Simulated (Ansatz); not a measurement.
# (MgS)1(CuCl)2 [001] superlattice, started as zinc blende: phonons and vibrational spectra, part 2 of 2

How does (MgS)1(CuCl)2 [001] superlattice, started as zinc blende vibrate, and is this structure a minimum?

Ansatz 0.2.0; DFT PBEsol, scalar-relativistic, plane waves, PAW.

So far. Step 4 (Relaxing to small forces for the phonons): The largest force component left is 0.89 meV/Å and the pressure is -0.001 GPa, within the tolerances set. The cell now holds 20.09 Å³/atom. The relaxed cell has a, b, c = 3.979, 3.983, 15.213 Å (conventional setting).

The structure was built from a prototype and need not be the compound's stable phase.

## (6) Zone-centre response

The zone centre is the only wavevector solved here; it holds the modes that light can see, as far as symmetry allows. No field response is asked.

Input file input.yaml:

```yaml
crystal:
  lattice:
    - [2.8136649562, 2.8136649562, 0.0]
    - [-2.8160996536, 2.8160996536, 0.0]
    - [2.8148823049, -0.0012173488, 7.6066400994]
  atoms:
    - { symbol: Cl, position: [0.7427161716, 0.7572838284, 0.5145676569] }
    - { symbol: Cl, position: [0.0865363797, 0.4134636203, 0.8269272405] }
    - { symbol: Cu, position: [0.3486425588, 0.6513574412, 0.3027148825] }
    - { symbol: Cu, position: [0.6775663071, 0.3224336929, 0.6448673858] }
    - { symbol: Mg, position: [-0.0110799078, 0.0110799078, 0.0221598156] }
    - { symbol: S, position: [0.4056184906, 0.0943815094, 0.1887630188] }
kpoints:
  mp_grid: { grid: [8, 8, 8] }
hamiltonian:
  xc: pbesol
scf:
  occupations: { method: fixed }
output:
  eigenvalues: true
phonons:
  method: dfpt
```

The run is started by

```bash
$ ansatz run input.yaml --threads 8 --pin off --max-ram 14336MiB --backend cpu --events-out ev --progress --plain --runs-dir out
```

Numbers of over 12 decimals in the logs are rounded to 6 here.

Log:

```text
[...]
Crystal: 6 atoms, lattice volume = 120.543 Å³
Basis set: ecut = 420 eV, 2357 PW (Γ), exchange–correlation on 54×54×120 points (8 copies of the dense FFT grid, shifted against one another)
Bands: 41, of which v1, the nominal top of the filled ones, is band 34 counted from 1 (33 counted from 0)
Symmetry: 4 space group operations
[...]
The last average, over the group as it would stand without the narrowing to the FFT grids, took up to 1.224e-5 eV/Å² of the zone centre's force constants
  ASR residual per site (eV/Å²): 7.76e-5 4.40e-5 1.86e-4 3.81e-5 3.40e-5 8.35e-5
  Γ frequencies (cm⁻¹): -19.88 0.00 0.00 0.00 23.50 48.95 61.50 91.40 101.30 128.27 153.16 196.71 230.63 232.53 299.74 344.91 387.21 420.57
  non-analytic LO–TO correction: not included (Born effective charges unavailable; polar crystals: no LO–TO splitting at Γ)
[key lines of the parts left out:]
SCF converged after 13 iterations
Free energy (F): -18100.533416 eV
Fermi energy:    6.745209 eV
```

The job ended after 11 min (8 threads of Arm Neoverse N1, shared host; peak memory 3.9 GiB; 82 min of CPU time).

Numbers from this step:

- sum-rule residual before enforcement: 1.86e-4 eV/Å²
- point group: mm2
- highest optical mode at the zone centre (no LO-TO term): 420.6 cm⁻¹
- lowest optical zone-centre mode: -19.88 cm⁻¹

Without the LO-TO term. Patterns of degenerate modes are one choice out of their space. The modes at Γ (shares of kinetic energy by element, %) (negative means imaginary):

```
mode  frequency (cm⁻¹)  symmetry  Cl %  Cu %  Mg %  S %
   1             -19.9        B1    10    77     6    7
   2               0.0  acoustic    28    50    10   13
   3               0.0  acoustic    28    50    10   13
   4               0.0  acoustic    28    50    10   13
   5              23.5        B1    18    66     7    9
   6              49.0        B2    17    49    16   18
   7              61.5        B2    34    40    25    1
   8              91.4        A1     2    90     2    5
   9             101.3        B1    51     0    24   26
  10             128.3        A1    45    47     5    3
  11             153.2        B1    94     6     0    0
  12             196.7        A1    78     6    14    2
  13             230.6        B2    50     2    49    0
  14             232.5        A1    41     7    11   41
  15             299.7        B2    71    28     1    0
  16             344.9        A1     6     0    58   35
  17             387.2        B2     1    31     0   69
  18             420.6        B1     0     0    54   45
```

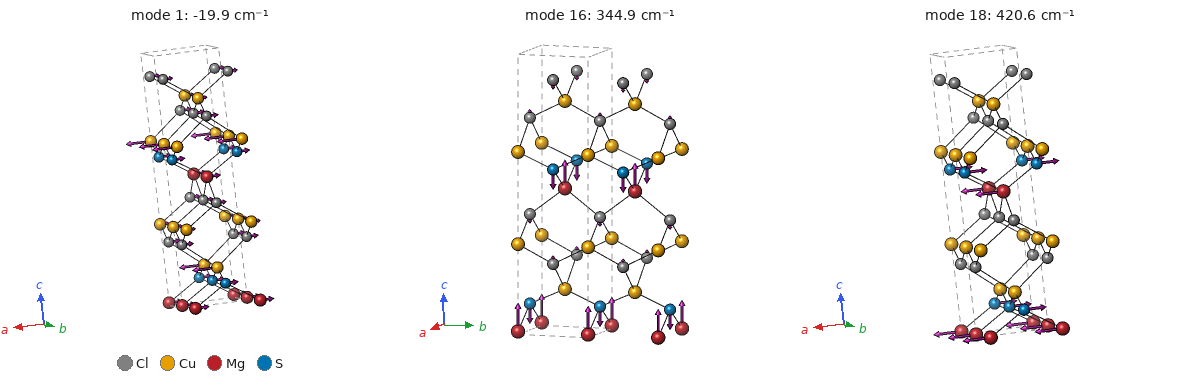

Displacement patterns of modes 1, 16 and 18 at Γ; arrows are exaggerated. 1×2×1 conventional cells are drawn. Some periodic images of atoms are drawn too.

Before it was imposed, the acoustic sum rule was missed by 1.9e-4 eV/Å². Small misses are needed for a sound result but don't prove that mesh and cutoff are converged. The lowest optical mode is imaginary, 19.9i cm⁻¹, so the energy falls along it.

## (7) Isotope substitution, element Cl, natural mass 35.45 amu

An isotope changes the mass and not the force constants, so no new electronic calculation is needed; the shifts show which modes move this element.

The same force constants with the mass of Cl changed from 35.450 to 36.966 u (phonopy, no LO-TO term). Both lists are sorted by frequency; levels can cross, so a row need not hold one and the same mode. Modes under 3 cm⁻¹ are left out. Isotope shifts, by row:

```
    q  rank  natural mass (cm⁻¹)  changed mass (cm⁻¹)
0 0 0     1               -19.88               -19.84
0 0 0     5                 23.5                23.41
0 0 0     6                48.95                48.78
0 0 0     7                 61.5                61.06
0 0 0     8                 91.4                91.35
0 0 0     9                101.3                100.2
0 0 0    10                128.3                127.1
0 0 0    11                153.2                150.2
0 0 0    12                196.7                193.5
0 0 0    13                230.6                228.3
0 0 0    14                232.5                230.6
0 0 0    15                299.7                295.3
0 0 0    16                344.9                344.5
0 0 0    17                387.2                387.2
0 0 0    18                420.6                420.6
```

A mode of this element alone would shift by -2.07 %. The highest zone-centre frequency without the field goes from 420.6 to 420.6 cm⁻¹ (-0.0 %).

## (8) Another isotope, element Cu, natural mass 63.546 amu

The same for Cu, from 63.55 to 64.93 u.

The same force constants with the mass of Cu changed from 63.546 to 64.928 u (phonopy, no LO-TO term). Both lists are sorted by frequency; levels can cross, so a row need not hold one and the same mode. Modes under 3 cm⁻¹ are left out. Isotope shifts, by row:

```
    q  rank  natural mass (cm⁻¹)  changed mass (cm⁻¹)
0 0 0     1               -19.88               -19.71
0 0 0     5                 23.5                23.34
0 0 0     6                48.95                48.69
0 0 0     7                 61.5                61.23
0 0 0     8                 91.4                90.52
0 0 0     9                101.3                101.3
0 0 0    10                128.3                127.6
0 0 0    11                153.2                153.1
0 0 0    12                196.7                196.6
0 0 0    13                230.6                230.6
0 0 0    14                232.5                232.4
0 0 0    15                299.7                298.9
0 0 0    16                344.9                344.9
0 0 0    17                387.2                385.9
0 0 0    18                420.6                420.6
```

A mode of this element alone would shift by -1.07 %. The highest zone-centre frequency without the field goes from 420.6 to 420.6 cm⁻¹ (+0.0 %).

## (9) Isotope substitution, element Mg, natural mass 24.305 amu

The same for Mg, from 24.30 to 25.98 u.

A mode of this element alone would shift by -3.28 %. The highest zone-centre frequency without the field goes from 420.6 to 413.1 cm⁻¹ (-1.8 %).

## (10) Isotope substitution, element S, natural mass 32.06 amu

The same for S, from 32.06 to 33.97 u.

The same force constants with the mass of S changed from 32.060 to 33.968 u (phonopy, no LO-TO term). Both lists are sorted by frequency; levels can cross, so a row need not hold one and the same mode. Modes under 3 cm⁻¹ are left out. Isotope shifts, by row:

```
    q  rank  natural mass (cm⁻¹)  changed mass (cm⁻¹)
0 0 0     1               -19.88               -19.84
0 0 0     5                 23.5                23.44
0 0 0     6                48.95                 48.7
0 0 0     7                 61.5                61.48
0 0 0     8                 91.4                91.25
0 0 0     9                101.3                100.5
0 0 0    10                128.3                128.2
0 0 0    11                153.2                153.2
0 0 0    12                196.7                196.6
0 0 0    13                230.6                229.7
0 0 0    14                232.5                230.6
0 0 0    15                299.7                299.7
0 0 0    16                344.9                341.5
0 0 0    17                387.2                379.7
0 0 0    18                420.6                415.2
```

A mode of this element alone would shift by -2.85 %. The highest zone-centre frequency without the field goes from 420.6 to 415.2 cm⁻¹ (-1.3 %).

## (11) Outcome

| Quantity | Value |
| --- | --- |
| space group after relaxation (within 0.01 Å) | Imm2 |
| volume per atom | 20.1 Å³ |
| gap on the k-mesh | 1.09 eV |
| highest optical mode at the zone centre (no LO-TO term) | 421 cm⁻¹ |
| lowest optical zone-centre mode | -19.9 cm⁻¹ |
| imaginary modes at Γ (the only wavevector solved) | yes |

**Reading.** A zone-centre mode is imaginary (19.9i cm⁻¹), so this structure is not a minimum of the energy. Without the field, the optical modes at Γ span -20 to 421 cm⁻¹ (negative means imaginary). No dispersion was computed. The starting cell was built on a prototype and not taken from a measurement, so the phase need not exist. These are harmonic frequencies at zero temperature: anharmonic shifts, linewidths and thermal expansion are left out.

[Logs are printed without paths, hosts, clocks, repeated set-up lines and the standing remarks that a program may print on its own settings, such as how far it seeks lower states.]

[Hosts, paths, dates, database ids (printed as entryN), source tags and the programs' standing remarks are cut or masked in the printed files.]
